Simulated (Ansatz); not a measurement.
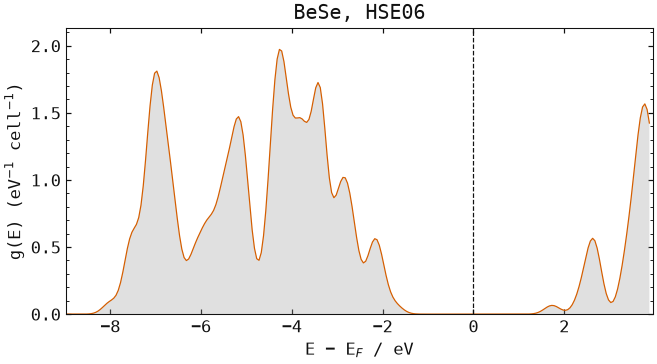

Write a caption that states what the plot shows.

Density of states of BeSe, space group I-4m2, 2 atoms in the cell, zincblende type, biaxial (xy) strain −0.5%. Method: DFT, HSE06, plane waves, PAW, no spin polarisation, 6×6×6 k mesh, 420 eV cutoff (Ansatz). Energies are counted from the Fermi level, put mid-gap where there is a gap. The curve is built from the levels of the k mesh with Gaussians 0.4 eV wide, which also blur the band edges.

There is a gap; over the k points computed it is 3.45 eV (indirect; the smallest direct gap is 5.44 eV). The upper group of valence states starts about 6.3 eV under the valence-band top (which lies at −1.7 eV on this axis), with a gap beneath it; it holds about 6 electrons a cell.
